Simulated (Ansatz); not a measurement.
**Zr3S: density, localisation and related maps**

The calculation's input:

```
crystal:
  lattice:
    - [5.9267451531, 0.0, 0.0]
    - [-2.9633725766, 5.1327118643, 0.0]
    - [0.0, 0.0, 5.7353159358]
  atoms:
    - { symbol: Zr, position: [0.0, 0.6798470787, 0.5] }
    - { symbol: Zr, position: [0.0, 0.3201529213, 0.0] }
    - { symbol: Zr, position: [0.6798470787, 0.6798470787, 0.0] }
    - { symbol: Zr, position: [0.6798470787, 0.0, 0.5] }
    - { symbol: Zr, position: [0.3201529213, 0.3201529213, 0.5] }
    - { symbol: Zr, position: [0.3201529213, 0.0, 0.0] }
    - { symbol: S, position: [0.6666666667, 0.3333333333, 0.75] }
    - { symbol: S, position: [0.3333333333, 0.6666666667, 0.25] }
basis:
  ecutwfc: 500
kpoints:
  mp_grid: { grid: [6, 6, 6] }
hamiltonian:
  xc: r2scan
scf:
  occupations: { method: gaussian, width: 0.1 }
output:
  forces: true
  stress: true
  eigenvalues: true
  write_density: true
  write_potential: true
  elf: true
  volumetric_format: npy
relax:
  adjacent_minimum: "off"
  f_tol: 0.01
  max_steps: 60
  cell: { stress_tol: 0.1 }
```

Launched as:

```sh
ansatz run input.yaml --threads 2 --pin off --max-ram 5120MiB --backend cpu --events-out ev --progress --plain --runs-dir out
```

Below, planes, directions and counts refer to the conventional cell (a = 5.93 Å, b = 5.93 Å, c = 5.74 Å, α = 90.00°, β = 90.00°, γ = 120.00°).

Space group P6₃22.

Theory: DFT r2SCAN, scalar-relativistic, plane waves, PAW (Ansatz).

In a PAW calculation such maps are meaningful between the atoms, not at the nuclei.

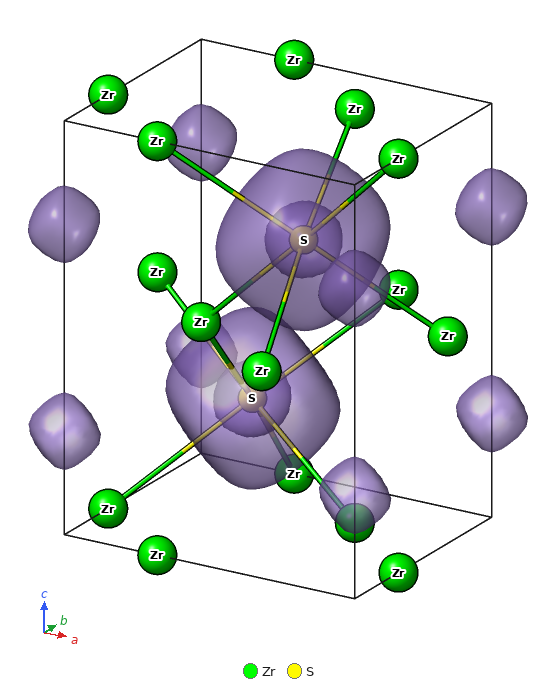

Figure 1. Isosurface of the ELF at 0.65 (purple), seen slightly off an axis. Core shells and regions of very low density are left out. Sticks mark near contacts.

### Where are the electrons localised?

The ELF exceeds this value in two regions wrapped around S (the valence shell of each) and two pockets between the atoms, centred on no nucleus (multi-centre or interstitial), counted in one cell of 8 atoms. Any copies at cell faces, edges or corners count once. Profiles from the grid: Zr–S (2.47 Å): the ELF peaks at about 0.80 in the valence shell of S, 0.8 Å from its nucleus, and is about 0.25 at the midpoint: no localised pair shows between them.

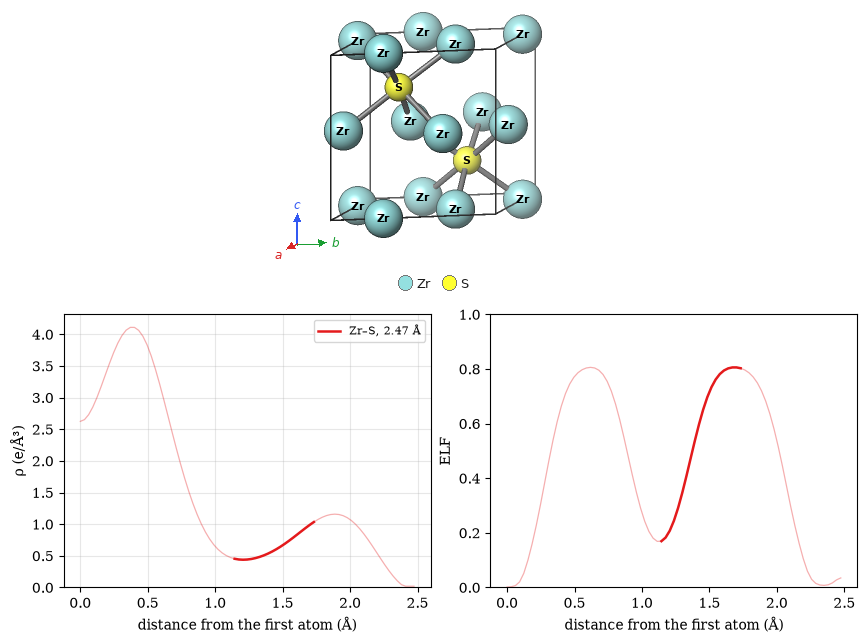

Figure 2. Valence charge density (pseudo) and ELF along straight lines between neighbouring atoms. Thin, pale parts lie inside the atomic spheres. The structure is drawn too.

### What can be read from the curves?

Zr–S (2.47 Å): ρ is about 0.44 e/Å³ halfway; the ELF peaks at about 0.80 in the valence shell of S, 0.8 Å from its nucleus, and is about 0.25 at the midpoint (no shared electron pair shows on this line).

### Metal or insulator at this level of theory?

It is gapless in this calculation (a metal or semimetal).
